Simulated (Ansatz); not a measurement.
System: Al16O25 (cell with a defect).

Input file:

```
crystal:
  lattice:
    - [-4.8085976127, -2.7762451261, 4.374911747]
    - [4.8085976127, -2.7762451261, 4.374911747]
    - [0.0, 5.5524902522, 4.374911747]
  atoms:
    - { symbol: Al, position: [0.1602912394, 0.1521590692, 0.1555057467] }
    - { symbol: Al, position: [0.6478748935, 0.6478748935, 0.1478748935] }
    - { symbol: Al, position: [0.6478748935, 0.1478748935, 0.6478748935] }
    - { symbol: Al, position: [0.1478748935, 0.6478748935, 0.6478748935] }
    - { symbol: Al, position: [0.3521251065, 0.3521251065, 0.3521251065] }
    - { symbol: Al, position: [0.8521251065, 0.8521251065, 0.3521251065] }
    - { symbol: Al, position: [0.8521251065, 0.3521251065, 0.8521251065] }
    - { symbol: Al, position: [0.3521251065, 0.8521251065, 0.8521251065] }
    - { symbol: Al, position: [0.6478748935, 0.6478748935, 0.6478748935] }
    - { symbol: Al, position: [0.1478748935, 0.1478748935, 0.6478748935] }
    - { symbol: Al, position: [0.1478748935, 0.6478748935, 0.1478748935] }
    - { symbol: Al, position: [0.6478748935, 0.1478748935, 0.1478748935] }
    - { symbol: Al, position: [0.8444295092, 0.8558991687, 0.844312559] }
    - { symbol: Al, position: [0.3521251065, 0.3521251065, 0.8521251065] }
    - { symbol: Al, position: [0.3521251065, 0.8521251065, 0.3521251065] }
    - { symbol: Al, position: [0.8521251065, 0.3521251065, 0.3521251065] }
    - { symbol: O, position: [0.4030814021, 0.5969185979, 0.75] }
    - { symbol: O, position: [0.9037869442, 0.0982980997, 0.7524217205] }
    - { symbol: O, position: [0.9030814021, 0.5969185979, 0.25] }
    - { symbol: O, position: [0.4030814021, 0.0969185979, 0.25] }
    - { symbol: O, position: [0.4030814021, 0.25, 0.5969185979] }
    - { symbol: O, position: [0.9030814021, 0.75, 0.5969185979] }
    - { symbol: O, position: [0.9000173702, 0.2483860935, 0.0954310541] }
    - { symbol: O, position: [0.4030814021, 0.75, 0.0969185979] }
    - { symbol: O, position: [0.5969185979, 0.75, 0.4030814021] }
    - { symbol: O, position: [0.0969185979, 0.25, 0.4030814021] }
    - { symbol: O, position: [0.1025653238, 0.7470750567, 0.9064558027] }
    - { symbol: O, position: [0.5969185979, 0.25, 0.9030814021] }
    - { symbol: O, position: [0.75, 0.4030814021, 0.5969185979] }
    - { symbol: O, position: [0.25, 0.9030814021, 0.5969185979] }
    - { symbol: O, position: [0.25, 0.4030814021, 0.0969185979] }
    - { symbol: O, position: [0.7536287564, 0.8969831705, 0.1029277708] }
    - { symbol: O, position: [0.25, 0.5969185979, 0.4030814021] }
    - { symbol: O, position: [0.75, 0.0969185979, 0.4030814021] }
    - { symbol: O, position: [0.75, 0.5969185979, 0.9030814021] }
    - { symbol: O, position: [0.2607434421, 0.1048766913, 0.8890299382] }
    - { symbol: O, position: [0.5969185979, 0.4030814021, 0.25] }
    - { symbol: O, position: [0.0918826845, 0.9046459258, 0.2599351041] }
    - { symbol: O, position: [0.0969185979, 0.4030814021, 0.75] }
    - { symbol: O, position: [0.5969185979, 0.9030814021, 0.75] }
    - { symbol: O, position: [0.0010802706, -0.0079952429, -0.0031724806] }
  host:
    lattice:
      - [2.4042988063, 1.3881225631, 4.374911747]
      - [-2.4042988063, 1.3881225631, 4.374911747]
      - [0.0, -2.7762451261, 4.374911747]
    atoms:
      - { symbol: Al, position: [0.1478748935, 0.1478748935, 0.1478748935] }
      - { symbol: Al, position: [0.3521251065, 0.3521251065, 0.3521251065] }
      - { symbol: Al, position: [0.6478748935, 0.6478748935, 0.6478748935] }
      - { symbol: Al, position: [0.8521251065, 0.8521251065, 0.8521251065] }
      - { symbol: O, position: [0.9438371958, 0.5561628042, 0.25] }
      - { symbol: O, position: [0.4438371958, 0.75, 0.0561628042] }
      - { symbol: O, position: [0.5561628042, 0.25, 0.9438371958] }
      - { symbol: O, position: [0.25, 0.9438371958, 0.5561628042] }
      - { symbol: O, position: [0.75, 0.0561628042, 0.4438371958] }
      - { symbol: O, position: [0.0561628042, 0.4438371958, 0.75] }
basis:
  ecutwfc: 420
  xc_grid: 2
kpoints:
  mp_grid: { grid: [2, 2, 2], shift: [0.5, 0.5, 0.5] }
hamiltonian:
  xc: pbe
scf:
  occupations: { method: gaussian, width: 0.02 }
output:
  forces: true
  stress: false
  eigenvalues: true
  charged_corrections:
    defect_position: [0.0, 0.0, 0.0]
    epsilon: [[10.177, 0.0, 0.0], [0.0, 10.177, 0.0], [0.0, 0.0, 12.532]]
  write_density: true
  write_potential: true
  elf: true
  volumetric_format: npy
relax:
  adjacent_minimum: "off"
  f_tol: 0.03
  max_steps: 40
```

Command:

```sh
ansatz run input.yaml --threads 8 --pin off --max-ram 16384MiB --backend cpu --events-out ev --progress --plain --runs-dir out
```

The fields are those of the run's last geometry, not of the input's.

Level of theory: DFT PBE, scalar-relativistic, plane waves, PAW in Ansatz 0.2.0.

**Predict the valence pseudo-density and electron localisation function between the atoms.**

Al–O (1.87 Å): the density is about 0.62 e/Å³ at the midpoint; the ELF peaks at about 0.90 in the valence shell of O, 0.6 Å from its nucleus, and is about 0.80 at the midpoint.

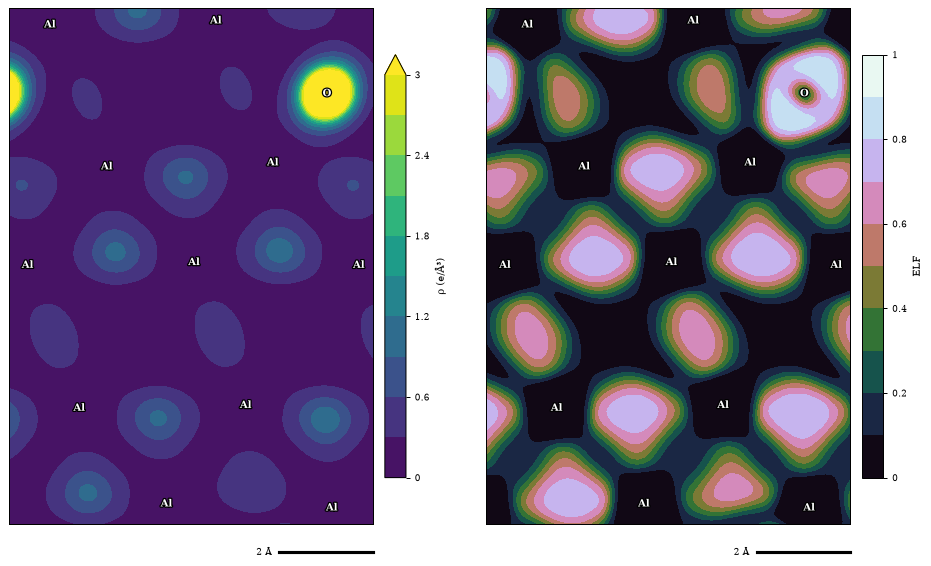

Computed valence pseudo-density and electron localisation function on the (101̄) plane of the calculation cell, in this order. Atoms just off the plane (O, 0.7 Å away) can leave unmarked features too.
